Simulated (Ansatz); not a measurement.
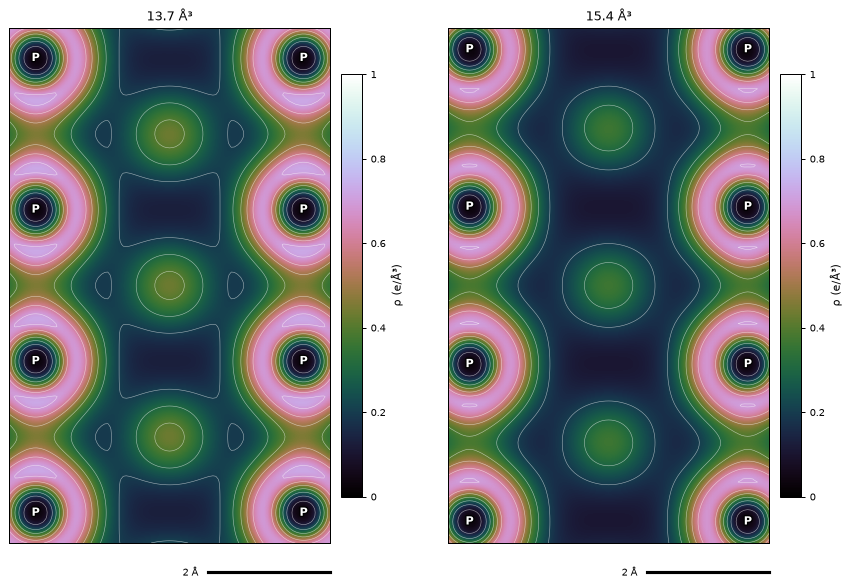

P. The valence electron density of cells scaled evenly to different volumes (given per atom above each panel), on the (010) plane of each (indices in the axes of the cell below), at one length scale and on one colour scale.

A generated structure, not necessarily the stable one; computed without spin polarisation.

Method: Ansatz, DFT, LDA (PW92), plane waves (420 eV) with PAW, scalar-relativistic.

Core electrons are frozen (PAW), and the valence fields are smoothed inside the atomic spheres.

The largest cell:

```yaml
crystal:
  lattice:
    - [4.54730, 0.00000, 0.00000]
    - [-2.27365, 3.93808, 0.00000]
    - [0.00000, 0.00000, 2.57237]
  atoms:
    - { symbol: P, position: [0.00000, 0.00000, 0.00000] }
    - { symbol: P, position: [0.33333, 0.66667, 0.50000] }
    - { symbol: P, position: [0.66667, 0.33333, 0.50000] }
```

| volume (Å³/atom) | P–P contact in the plane (Å) | ρ at its midpoint (e/Å³) | 
| --- | --- | --- |
| 13.71 | 2.477 | 0.454 | 
| 14.26 | 2.510 | ? | 
| 15.36 | 2.572 | 0.385 | 

Estimate the missing row, and compare with the calculation.

Over the known rows ln ρ falls by 1.74 per Å of P–P distance (the line through the two), which gives 0.429 e/Å³ at 2.510 Å; the calculation gives 0.430 e/Å³.
